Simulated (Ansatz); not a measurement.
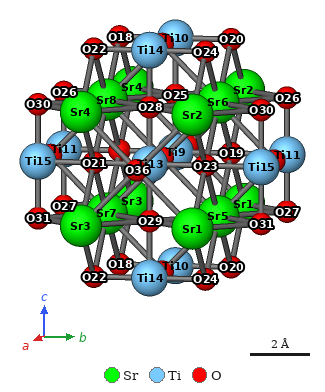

This is the input geometry for a relaxation of a defect cell of composition Sr$_{8}$Ti$_{8}$O$_{23}$ (cell charge +2). The picture is a ball-and-stick view of the atoms within 5.0 Å of the atom that moves most (axes of the cell of the calculation, reduced to other axes (origin shifted)), seen slightly off an axis. Lengths and directions refer to the drawn axes.

Case: O on a O site beside a O vacancy, charge +2, atoms relaxed.

Theory: Ansatz 0.2.0, DFT PBE, scalar-relativistic, plane waves, PAW.

Input file:
```yaml
crystal:
  lattice:
    - [0.0, -7.8728452165, 0.0]
    - [7.8728452165, 0.0, 0.0]
    - [0.0, 0.0, 7.8728452165]
  atoms:
    - { symbol: Sr, position: [0.0, 0.0, 0.0] }
    - { symbol: Sr, position: [0.0, 0.0, 0.5] }
    - { symbol: Sr, position: [0.5, 0.0, 0.0] }
    - { symbol: Sr, position: [0.5, 0.0, 0.5] }
    - { symbol: Sr, position: [0.0, 0.5, 0.0] }
    - { symbol: Sr, position: [0.0, 0.5, 0.5] }
    - { symbol: Sr, position: [0.5, 0.5, 0.0] }
    - { symbol: Sr, position: [0.5, 0.5, 0.5] }
    - { symbol: Ti, position: [0.25, 0.25, 0.25] }
    - { symbol: Ti, position: [0.25, 0.25, 0.75] }
    - { symbol: Ti, position: [0.75, 0.25, 0.25] }
    - { symbol: Ti, position: [0.75, 0.25, 0.75] }
    - { symbol: Ti, position: [0.25, 0.75, 0.25] }
    - { symbol: Ti, position: [0.25, 0.75, 0.75] }
    - { symbol: Ti, position: [0.75, 0.75, 0.25] }
    - { symbol: Ti, position: [0.75, 0.75, 0.75] }
    - { symbol: O, position: [0.5, 0.25, 0.25] }
    - { symbol: O, position: [0.5, 0.25, 0.75] }
    - { symbol: O, position: [1.0, 0.25, 0.25] }
    - { symbol: O, position: [1.0, 0.25, 0.75] }
    - { symbol: O, position: [0.5, 0.75, 0.25] }
    - { symbol: O, position: [0.5, 0.75, 0.75] }
    - { symbol: O, position: [1.0, 0.75, 0.25] }
    - { symbol: O, position: [1.0, 0.75, 0.75] }
    - { symbol: O, position: [0.25, 0.25, 0.5] }
    - { symbol: O, position: [0.75, 0.25, 0.5] }
    - { symbol: O, position: [0.75, 0.25, 0.0] }
    - { symbol: O, position: [0.25, 0.75, 0.5] }
    - { symbol: O, position: [0.25, 0.75, 0.0] }
    - { symbol: O, position: [0.75, 0.75, 0.5] }
    - { symbol: O, position: [0.75, 0.75, 0.0] }
    - { symbol: O, position: [0.25, 0.5, 0.25] }
    - { symbol: O, position: [0.25, 0.5, 0.75] }
    - { symbol: O, position: [0.75, 0.5, 0.25] }
    - { symbol: O, position: [0.75, 0.5, 0.75] }
    - { symbol: O, position: [0.25, 0.0, 0.25] }
    - { symbol: O, position: [0.25, 0.0, 0.75] }
    - { symbol: O, position: [0.75, 0.0, 0.25] }
    - { symbol: O, position: [0.75, 0.0, 0.75] }
total_charge: 2
basis:
  ecutwfc: 420
  xc_grid: 2
kpoints:
  mp_grid: { grid: [2, 2, 2], shift: [0.5, 0.5, 0.5] }
hamiltonian:
  xc: pbe
scf:
  occupations: { method: gaussian, width: 0.02 }
output:
  forces: true
  stress: false
  eigenvalues: true
  write_density: true
  write_potential: true
  elf: true
  volumetric_format: npy
relax:
  adjacent_minimum: "off"
  f_tol: 0.02
  max_steps: 60
```

Command:
```bash
ansatz run input.yaml --threads 4 --pin off --max-ram 10240MiB --backend cpu --events-out ev --progress --plain --runs-dir out
```

Question: Where does the relaxation end?

Answer: After 5 geometry steps the energy has fallen by 2.050 eV per cell of the calculation. Largest force component: 4.7 eV/Å at the start, 0.012 eV/Å at the end. The largest moves, 0.15 Å, are those of 8 atoms (O17, O18, O19, O20 and others). O32 goes along [−1 0 −3]. By element the largest moves are O 0.15 Å, Ti 0.14 Å, Sr 0.10 Å. The cell doesn't change. Some distances before and after: Sr2–O19 2.783 → 2.938 Å, Sr1–Ti10 3.409 → 3.563 Å, Ti10–O25 1.968 → 1.831 Å, Sr2–O30 2.783 → 2.683 Å. Among the angles between lasting bonds that change: O17–Ti9–O19 180.0° → 163.3°, Ti9–O19–Ti11 180.0° → 168.5°, O17–Ti9–O25 90.0° → 98.3°. Cost: 26 s on 4 threads of Arm Neoverse V1, on a shared host, peak memory 0.86 GiB.

After the run, drawn alike:

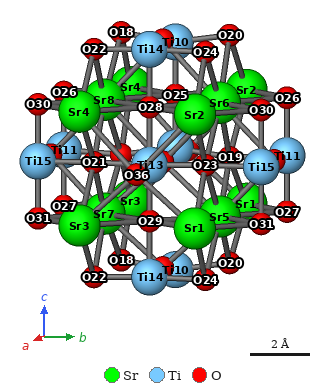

Limits of the set-up: the periodic images lie only 7.9 Å apart, so the values are limited by the cell's size; the cell is charged, on a uniform background, and energies carry no finite-size correction.
